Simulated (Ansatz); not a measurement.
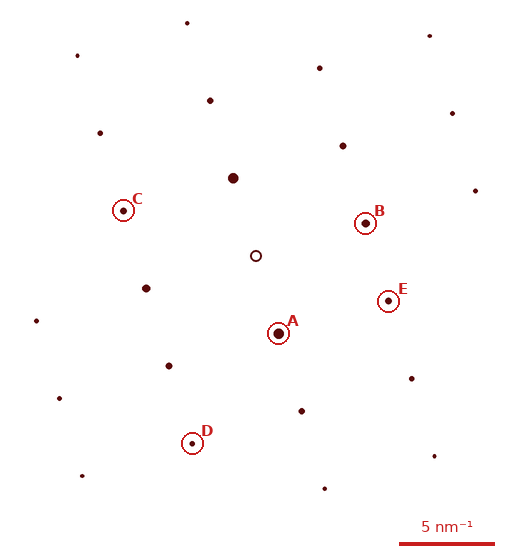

Simulated selected-area electron diffraction pattern (200 kV, kinematic approximation, thin crystal, B = 1 Å² for all atoms). The zone axis points towards the electron source and the pattern is seen from the source side.

The sample is Al, space group Im-3m (No. 229), a = 3.313 Å. Structure: the geometry relaxed with DFT, BLYP, plane waves (420 eV) with PAW, scalar-relativistic (Ansatz); the starting structure was generated, so it need not be a known form of this composition.

Spot A is indexed -1 1 0 and spot B 0 0 2.

> Give hkl for C, D, E.

C = −A − B = 1 -1 -2 (d = 1.353 Å). D = 2A − B = -2 2 -2 (d = 0.957 Å). E = A + B = -1 1 2 (d = 1.353 Å).

> Give [uvw].

The cross product of A and B is parallel to [110]; every spot obeys hu + kv + lw = 0.

> What are the spacings of A and B and the angle between them?

d(A) = 2.343 Å, d(B) = 1.657 Å, and the angle is 90.0°.
